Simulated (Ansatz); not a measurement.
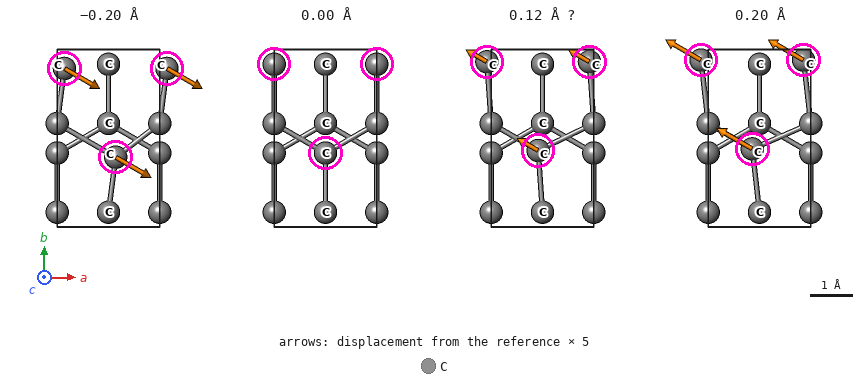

Solid C (Fmmm): a C atom (one in each cell of 4 atoms) is moved towards the nearest copy of atom 4 (C) at 1.423 Å, all else fixed. The picture is a ball-and-stick view of the conventional cell (2 times the calculation's cell), seen along the c axis. The ringed atoms are those of the scanned coordinate. Orange arrows: displacements from the reference. Lengths and directions refer to the drawn axes.

Method: DFT PBE+D3(BJ), scalar-relativistic, plane waves, PAW (Ansatz 0.2.0). Set-up: plane-wave cutoff 420 eV; k-point mesh 22 × 22 × 8; occupations gaussian; smearing width 0.15 eV; no spin polarisation. Energies (free energies at the smearing named) are counted from the relaxed crystal.

```csv
displacement (Å),energy change (meV/cell)
−0.20,893
−0.16,598
−0.12,350
−0.08,161
−0.04,42
0.00,0
0.08,184
0.12,?
0.16,786
0.20,1263
```

Fill in the missing row.

Answer. A straight line between the two neighbours gives 485 meV/cell. A cubic through the four nearest rows (0.00, 0.08, 0.16, 0.20) gives, with Lagrange weights, (−0.0500)(0) + (0.5000)(184) + (0.7500)(786) + (−0.2000)(1263) = 429 meV/cell. The calculation gives 428 meV/cell, so the cubic is 1 meV/cell too high and the straight line 57 meV/cell too high, as the curve bends upwards here.

The whole profile:

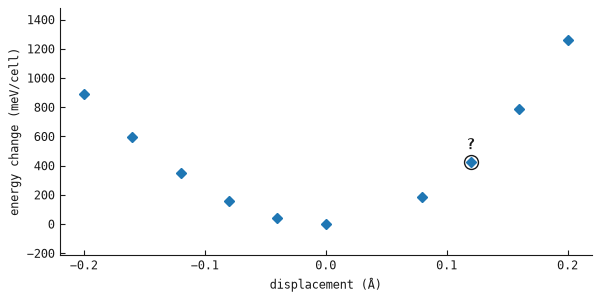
